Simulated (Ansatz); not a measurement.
# TaC5: a trial structure relaxed, part 1 of 3

Where does this trial cell of TaC5 go when cell and atoms are let free?

Method: DFT PBE, scalar-relativistic, plane waves, PAW, in Ansatz 0.2.0.

## 1. Starting point

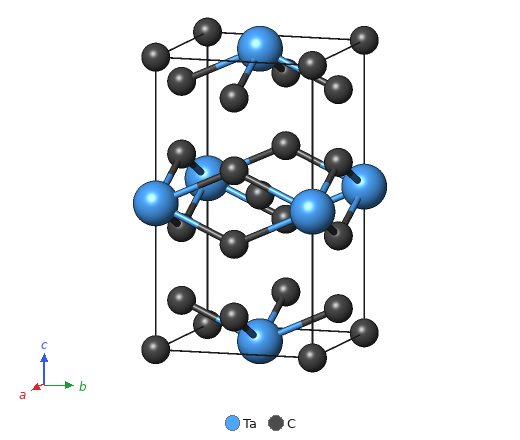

Start, viewed slightly off an axis; tantalum blue, carbon dark grey. Atoms on the faces are drawn again on the opposite ones. The cell drawn here is the conventional one.

Structure file:

```cif
data_structure
_symmetry_space_group_name_H-M 'P 1'
_symmetry_Int_Tables_number 1
_cell_length_a 5.4545
_cell_length_b 5.4545
_cell_length_c 5.4545
_cell_angle_alpha 128.108
_cell_angle_beta 128.108
_cell_angle_gamma 76.450
_cell_volume 97.61
loop_
_atom_site_label
_atom_site_type_symbol
_atom_site_fract_x
_atom_site_fract_y
_atom_site_fract_z
_atom_site_occupancy
Ta1 Ta 0.50000 0.50000 0.00000 1
C1 C 0.62568 0.12568 0.50000 1
C2 C 0.12568 0.62568 0.50000 1
C3 C 0.37432 0.87432 0.50000 1
C4 C 0.87432 0.37432 0.50000 1
C5 C 0.00000 0.00000 0.00000 1
```

The cell is invented: random cell by space group and Wyckoff sites (I4/mmm, No. 139). Its size is a rough estimate.

## 2. A first look at the guess

input.yaml reads:

```yaml
crystal:
  lattice:
    - [-2.38645492, 2.38645492, 4.28497478]
    - [2.38645492, -2.38645492, 4.28497478]
    - [2.38645492, 2.38645492, -4.28497478]
  atoms:
    - { symbol: Ta, position: [0.5, 0.5, 0.0] }
    - { symbol: C, position: [0.62568382, 0.12568382, 0.5] }
    - { symbol: C, position: [0.12568382, 0.62568382, 0.5] }
    - { symbol: C, position: [0.37431618, 0.87431618, 0.5] }
    - { symbol: C, position: [0.87431618, 0.37431618, 0.5] }
    - { symbol: C, position: [0.0, 0.0, 0.0] }
basis:
  ecutwfc: 420
kpoints:
  mp_grid: { grid: [6, 6, 6] }
hamiltonian:
  xc: pbe
scf:
  occupations: { method: gaussian, width: 0.1 }
  lower_state_search: "off"
output:
  forces: true
  stress: true
  eigenvalues: true
```

Launch:

```sh
$ ansatz run input.yaml --threads 1 --pin off --max-ram 2560MiB --backend cpu --events-out ev --progress --plain --runs-dir out
```

Standard output, cut to the lines that bear on the results:

```text
[...]
SCF converged after 7 iterations
Free energy (F): -11164.608946 eV
[...]
E sigma→0 (E₀):  -11164.596831 eV
Entropy (-TS):   -0.024230 eV (-4.038 meV/atom)
Fermi energy:    4.770804 eV
[...]
--- Forces (eV/Å), atoms counted from 1 ---
  atom   1  Ta    -0.00000000     0.00000000     0.00000000
  atom   2  C     -0.00000000     0.00000000    -0.91591077
  atom   3  C      0.00000000    -0.00000000    -0.91591077
  atom   4  C     -0.00000000     0.00000000     0.91591077
  atom   5  C      0.00000000    -0.00000000     0.91591077
  atom   6  C      0.00000000     0.00000000     0.00000000
[...]
--- Stress (GPa, compression-positive) ---
      -36.904006       0.000000       0.000000
        0.000000     -36.904006       0.000000
        0.000000       0.000000     -38.766772
  P = ⅓ Tr σ = -37.5249 GPa (-375.249 kbar)
--- Band table (eV; the first three rows and the last of 30) ---
  k-point 0: bands = ["-64.6684", "-31.0510", "-30.8725", "-30.8725", "-7.2766", "-4.4523", "-3.5080", "-2.4638", "-1.2497", "0.9280", "2.1083", "2.1083", "2.4040", "2.4040", "4.1091", "4.1091", "5.3999", "5.5349", "6.0012", "6.6250", "6.6250", "6.8932", "7.4577"]
[...]
```

It took 13 s on 1 thread of Intel Xeon at 2.50GHz (Skylake/Cascade Lake), shared host; peak memory 0.4 GiB.

Read-out: pressure -37.5 GPa, largest force 0.92 eV/Å, gap on this mesh none (metal). A guess like this is first relaxed loosely on the coarse mesh.

(Continued in part 2 of 3.)
